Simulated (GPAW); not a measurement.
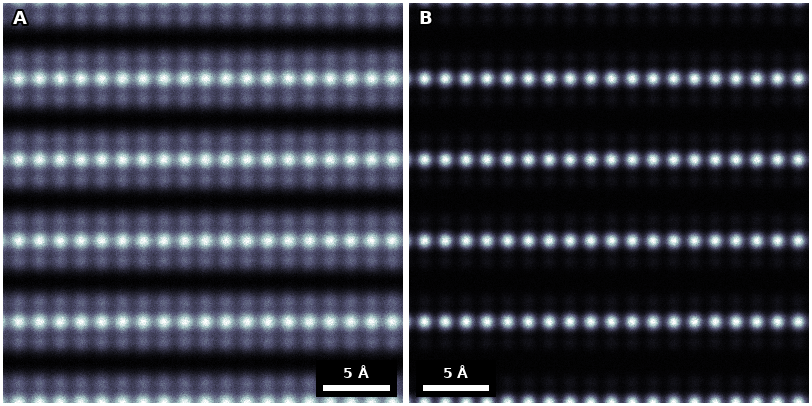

Two simulated images of the same area of WS2 (R3m, No. 160) along [210], with a probe of 0.91 Å. One is incoherent Z contrast (Z^1.8 per atom), the other the projected potential of neutral atoms blurred by the probe (iDPC-like, thin sample). Brightness is counted from the darkest point of the image. Shot noise was added. Structure used: an entry of the Crystallography Open Database, as set up for an electronic-structure calculation.

Which panel is which, and how can one tell?

Answer. B is the Z-contrast image and A the potential image. The columns of 1 S per repeat reach about 6 % of the brightest peak (1 W) in B but about 42 % in A, mainly since the potential grows much more slowly with atomic number. The S columns show clearly in A alone.
